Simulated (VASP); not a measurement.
# Geometry relaxation, with input and output: C (part 3 of 4)

The same run, continued: C (slab, 14 atoms in the cell); Kohn-Sham DFT of a periodic cell, LDA, VASP PAW LDA potentials, recommended, no spin polarisation (VASP 6.6.1); cutoff 520 eV, 12×12×1 k-mesh, Gaussian smearing of 0.03 eV. The structure derives from an entry of the Crystallography Open Database.

Geometry of the input (Å; fractional positions):
```
2.4989  0.0000  -0.0000
-1.2494  2.1641  0.0000
0.0000  0.0000  27.7519
C  0.0000  0.0000  0.2703
C  0.6667  0.3333  0.2886
C  0.6667  0.3333  0.3438
C  0.3333  0.6667  0.3622
C  0.3333  0.6667  0.4173
C  0.0000  0.0000  0.4357
C  0.0000  0.0000  0.4908
C  0.6667  0.3333  0.5092
C  0.6667  0.3333  0.5643
C  0.3333  0.6667  0.5827
C  0.3333  0.6667  0.6378
C  0.0000  0.0000  0.6562
C  0.0000  0.0000  0.7114
C  0.6667  0.3333  0.7297
```

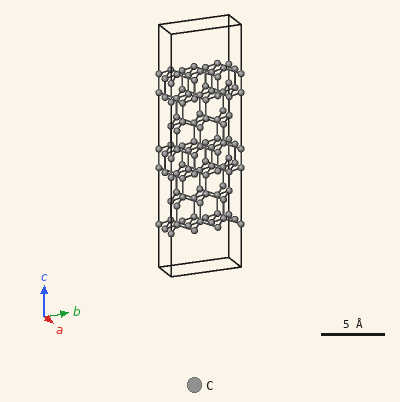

Figure 1. The input geometry (ball-and-stick view of the 2 × 3 repeat of the cell, with the vacuum cut short, seen slightly off an axis). An atom can appear more than once, as a periodic image.

### Parts of OUTCAR, continued
```
 -----------------------------------------------------------------------------------
      0.00000      0.00000      7.61924         0.000000      0.000000      0.113168
      1.24943      0.72136      7.87311         0.000000     -0.000000      0.111190
      1.24943      0.72136      9.56437        -0.000000     -0.000000     -0.303695
     -0.00000      1.44272     10.03944         0.000000     -0.000000     -0.014277
     -0.00000      1.44272     11.58574        -0.000000      0.000000     -0.093246
      0.00000      0.00000     12.08821         0.000000     -0.000000      0.158689
      0.00000      0.00000     13.62290         0.000000     -0.000000     -0.092598
      1.24943      0.72136     14.12905        -0.000000      0.000000      0.092598
      1.24943      0.72136     15.66374        -0.000000      0.000000     -0.158689
     -0.00000      1.44272     16.16621         0.000000     -0.000000      0.093246
     -0.00000      1.44272     17.71251        -0.000000      0.000000      0.014277
      0.00000      0.00000     18.18758        -0.000000      0.000000      0.303695
      0.00000      0.00000     19.87884        -0.000000      0.000000     -0.111190
      1.24943      0.72136     20.13271        -0.000000      0.000000     -0.113168
 -----------------------------------------------------------------------------------
    total drift:                               -0.000002      0.000001     -0.000053

  FREE ENERGIE OF THE ION-ELECTRON SYSTEM (eV)
  ---------------------------------------------------
  free  energy   TOTEN  =      -137.4078084320 eV

  energy  without entropy=     -137.4060434700  energy(sigma->0) =     -137.40692595

[... ionic steps 4 to 9 ...]

--------------------------------------- Ionic step       10  -------------------------------------------

 number of electron      56.0000000 magnetization

------------------------ aborting loop because EDIFF is reached ----------------------------------------

  FORCE on cell =-STRESS in cart. coord.  units (eV):
  Direction    XX          YY          ZZ          XY          YZ          ZX
  --------------------------------------------------------------------------------------
  -------------------------------------------------------------------------------------
  Total        0.5492239      0.5492239     -0.2254051      0.0000000     -0.0000000      0.0000000
  in kB        5.8634264      5.8634264     -2.4063886      0.0000000     -0.0000000      0.0000000
  external PRESSURE =       3.1068214 kB  Pullay stress =       0.0000000 kB

 VOLUME and BASIS-vectors are now :
 -----------------------------------------------------------------------------
  energy-cutoff  :      520.00
  volume of cell :      150.08
      direct lattice vectors                 reciprocal lattice vectors
     2.498861620  0.000000000  0.000000000     0.400182224  0.231045314  0.000000000
    -1.249430810  2.164077650  0.000000000     0.000000000  0.462090628  0.000000000
     0.000000000  0.000000000 27.751949830     0.000000000  0.000000000  0.036033504

 POSITION                                       TOTAL-FORCE (eV/Angst)
 -----------------------------------------------------------------------------------
      0.00000      0.00000      7.62681         0.000000     -0.000000      0.004319
      1.24943      0.72136      7.88371        -0.000000      0.000000      0.002437
      1.24943      0.72136      9.55025         0.000000     -0.000000     -0.019396
     -0.00000      1.44272     10.03247        -0.000000      0.000000      0.055641
     -0.00000      1.44272     11.58070        -0.000000      0.000000     -0.029495
     -0.00000      0.00000     12.08847        -0.000000      0.000000     -0.034297
      0.00000      0.00000     13.62110        -0.000000      0.000000      0.017039
      1.24943      0.72136     14.13085         0.000000     -0.000000     -0.017039
      1.24943      0.72136     15.66348         0.000000     -0.000000      0.034297
     -0.00000      1.44272     16.17125         0.000000     -0.000000      0.029495
     -0.00000      1.44272     17.71948         0.000000      0.000000     -0.055641
      0.00000      0.00000     18.20170        -0.000000      0.000000      0.019396
      0.00000      0.00000     19.86824         0.000000     -0.000000     -0.002437
      1.24943      0.72136     20.12514        -0.000000      0.000000     -0.004319
 -----------------------------------------------------------------------------------
    total drift:                               -0.000002      0.000001      0.000002

  FREE ENERGIE OF THE ION-ELECTRON SYSTEM (eV)
  ---------------------------------------------------
  free  energy   TOTEN  =      -137.4151560248 eV

  energy  without entropy=     -137.4137098460  energy(sigma->0) =     -137.41443294

--------------------------------------- Ionic step       11  -------------------------------------------

 number of electron      56.0000000 magnetization

------------------------ aborting loop because EDIFF is reached ----------------------------------------

  FORCE on cell =-STRESS in cart. coord.  units (eV):
  Direction    XX          YY          ZZ          XY          YZ          ZX
  --------------------------------------------------------------------------------------
  -------------------------------------------------------------------------------------
  Total        0.5539568      0.5539568     -0.2164084      0.0000000      0.0000000      0.0000000
  in kB        5.9139542      5.9139542     -2.3103418      0.0000000      0.0000000      0.0000000
  external PRESSURE =       3.1725222 kB  Pullay stress =       0.0000000 kB

 VOLUME and BASIS-vectors are now :
 -----------------------------------------------------------------------------
  energy-cutoff  :      520.00
  volume of cell :      150.08
      direct lattice vectors                 reciprocal lattice vectors
     2.498861620  0.000000000  0.000000000     0.400182224  0.231045314  0.000000000
    -1.249430810  2.164077650  0.000000000     0.000000000  0.462090628  0.000000000
     0.000000000  0.000000000 27.751949830     0.000000000  0.000000000  0.036033504

 POSITION                                       TOTAL-FORCE (eV/Angst)
 -----------------------------------------------------------------------------------
     -1.24943      2.16408      7.62732        -0.000000      0.000000      0.006089
      1.24943      0.72136      7.88483         0.000000      0.000000     -0.001907
      1.24943      0.72136      9.54946         0.000000     -0.000000      0.019163
     -0.00000      1.44272     10.03379        -0.000000      0.000000     -0.045429
     -0.00000      1.44272     11.57863         0.000000      0.000000      0.033333
      2.49886      0.00000     12.08655         0.000000     -0.000000      0.020170
     -0.00000      0.00000     13.62131         0.000000     -0.000000     -0.023591
      1.24943      0.72136     14.13064        -0.000000      0.000000      0.023591
      1.24943      0.72136     15.66540        -0.000000      0.000000     -0.020170
     -0.00000      1.44272     16.17332        -0.000000     -0.000000     -0.033333
     -0.00000      1.44272     17.71816        -0.000000     -0.000000      0.045429
     -0.00000      0.00000     18.20249        -0.000000      0.000000     -0.019163
     -1.24943      2.16408     19.86712        -0.000000     -0.000000      0.001907
      1.24943      0.72136     20.12463         0.000000     -0.000000     -0.006089
 -----------------------------------------------------------------------------------
    total drift:                               -0.000002      0.000001      0.000006

  FREE ENERGIE OF THE ION-ELECTRON SYSTEM (eV)
  ---------------------------------------------------
  free  energy   TOTEN  =      -137.4151987673 eV

  energy  without entropy=     -137.4137665939  energy(sigma->0) =     -137.41448268

--------------------------------------- Ionic step       12  -------------------------------------------

 number of electron      56.0000000 magnetization

 dipolmoment           0.000000      0.000000     -0.000000 electrons x Angstroem

 Free energy of the ion-electron system (eV)
  ---------------------------------------------------
  ext. energy  EPLUGINS =         0.00000000
  ---------------------------------------------------
  free energy    TOTEN  =      -137.41528048 eV

  energy without entropy =     -137.41384194  energy(sigma->0) =     -137.41456121

 E-fermi :   3.6077     XC(G=0):  -7.6087     alpha+bet : -9.5092

 val. band max:        3.5762811431   @ k =   0.3333   0.0833   0.0000
 cond. band min:       3.6107258492   @ k =   0.3333   0.0000   0.0000
 fundamental gap:      0.0344447061
 Fermi energy:         3.6076664226

 k-point     1 :       0.0000    0.0000    0.0000
  band No.  band energies     occupation
      1     -19.9578      2.00000
      2     -19.3515      2.00000
      3     -18.5419      2.00000
      4     -17.5818      2.00000
      5     -16.4833      2.00000
      6     -15.2054      2.00000
      7     -14.2039      2.00000
      8     -10.8069      2.00000
      9      -8.7012      2.00000
     10      -6.5813      2.00000
     11      -4.4733      2.00000
     12      -2.3186      2.00000
     13      -1.2066      2.00000
     14      -1.2066      2.00000
     15      -0.8127      2.00000
     16      -0.8127      2.00000
     17      -0.3446      2.00000
     18      -0.3446      2.00000
     19      -0.1020      2.00000
     20       0.1284      2.00000
     21       0.1284      2.00000
     22       0.5869      2.00000
     23       0.5869      2.00000
     24       1.0450      2.00000
     25       1.0450      2.00000
     26       1.3742      2.00000
     27       1.3742      2.00000
     28       3.8914      0.00000
     29       4.3044      0.00000
     30       7.5773      0.00000
     31       7.5773      0.00000
     32       7.9022      0.00000
     33       8.1805      0.00000
     34       8.5357      0.00000
     35       8.5357      0.00000
     36       8.5997      0.00000

 k-point     2 :       0.0833    0.0000    0.0000
  band No.  band energies     occupation
      1     -19.7841      2.00000
      2     -19.1786      2.00000
      3     -18.3703      2.00000
      4     -17.4124      2.00000
      5     -16.3175      2.00000
      6     -15.0448      2.00000
      7     -14.0511      2.00000
      8     -10.6509      2.00000
      9      -8.5532      2.00000
     10      -6.4448      2.00000
     11      -4.3612      2.00000
     12      -2.2673      2.00000
     13      -2.0680      2.00000
     14      -1.6404      2.00000
     15      -1.6112      2.00000
     16      -1.1925      2.00000
     17      -1.1454      2.00000
     18      -0.6958      2.00000
     19      -0.6362      2.00000
     20      -0.1907      2.00000
     21      -0.1708      2.00000
     22      -0.1221      2.00000
     23       0.3034      2.00000
     24       0.3786      2.00000
     25       0.7143      2.00000
     26       0.7893      2.00000
     27       1.1294      2.00000
     28       3.9714      0.00000
     29       4.2371      0.00000
     30       7.4848      0.00000
     31       7.9437      0.00000
     32       8.2695      0.00000
     33       8.3844      0.00000
     34       8.5068      0.00000
     35       8.8668      0.00000
     36       8.9207      0.00000

 k-point     3 :       0.1667    0.0000    0.0000
  band No.  band energies     occupation
      1     -19.2645      2.00000
      2     -18.6615      2.00000
      3     -17.8576      2.00000
      4     -16.9066      2.00000
      5     -15.8221      2.00000
      6     -14.5656      2.00000
      7     -13.5950      2.00000
      8     -10.1947      2.00000
      9      -8.1259      2.00000
     10      -6.0630      2.00000
     11      -4.1906      2.00000
     12      -3.9747      2.00000
     13      -3.6122      2.00000
     14      -3.0744      2.00000
     15      -2.4860      2.00000
     16      -2.4699      2.00000
     17      -2.1208      2.00000
     18      -2.0385      2.00000
     19      -1.8141      2.00000
     20      -1.5044      2.00000
     21      -1.2984      2.00000
     22      -0.9521      2.00000
     23      -0.9113      2.00000
     24      -0.4015      2.00000
     25      -0.1771      2.00000
     26       0.1321      2.00000
     27       0.4945      2.00000
     28       3.9863      0.00000
     29       4.0634      0.00000
     30       7.0089      0.00000
     31       8.0216      0.00000
     32       8.7114      0.00000
     33       8.8385      0.00000
     34       9.0061      0.00000
     35       9.1666      0.00000
     36       9.4733      0.00000

 k-point     4 :       0.2500    0.0000    0.0000
  band No.  band energies     occupation
      1     -18.4047      2.00000
      2     -17.8062      2.00000
      3     -17.0101      2.00000
      4     -16.0715      2.00000
      5     -15.0063      2.00000
      6     -13.7787      2.00000
      7     -12.8446      2.00000
      8      -9.5048      2.00000
      9      -7.5525      2.00000
     10      -6.5080      2.00000
     11      -6.0527      2.00000
     12      -5.4820      2.00000
     13      -5.3763      2.00000
     14      -4.6340      2.00000
     15      -4.0699      2.00000
     16      -3.6107      2.00000
     17      -3.4004      2.00000
     18      -3.1769      2.00000
     19      -2.9383      2.00000
     20      -2.8724      2.00000
     21      -2.3835      2.00000
     22      -1.8596      2.00000
     23      -1.8023      2.00000
     24      -1.2146      2.00000
     25      -0.6473      2.00000
     26      -0.5967      2.00000
     27      -0.2672      2.00000
     28       3.8210      0.00000
     29       3.8675      0.00000
     30       6.5302      0.00000
     31       7.4720      0.00000
     32       8.1853      0.00000
     33       8.9651      0.00000
     34       9.7531      0.00000
     35       9.7765      0.00000
     36      10.0416      0.00000

 k-point     5 :       0.3333    0.0000    0.0000
  band No.  band energies     occupation
      1     -17.2171      2.00000
      2     -16.6261      2.00000
      3     -15.8435      2.00000
      4     -14.9263      2.00000
      5     -13.8954      2.00000
      6     -12.7193      2.00000
      7     -11.8350      2.00000
      8      -9.2707      2.00000
      9      -8.9163      2.00000
     10      -8.2537      2.00000
     11      -7.4862      2.00000
     12      -7.2972      2.00000
     13      -6.5392      2.00000
     14      -5.9074      2.00000
     15      -5.5661      2.00000
     16      -4.9249      2.00000
     17      -4.4300      2.00000
     18      -4.1405      2.00000
     19      -3.6717      2.00000
     20      -3.1439      2.00000
     21      -3.1070      2.00000
     22      -2.5108      2.00000
     23      -2.0054      2.00000
     24      -1.9028      2.00000
     25      -1.3163      2.00000
     26      -1.0913      2.00000
     27      -0.9254      2.00000
     28       3.6107      0.88532
     29       3.6429      0.09718
     30       6.2206      0.00000
     31       7.0696      0.00000
     32       7.8035      0.00000
     33       8.6366      0.00000
     34       9.1403      0.00000
     35       9.5242      0.00000
     36       9.8728      0.00000

 [... the levels of 13 k-points are left out ...]
```
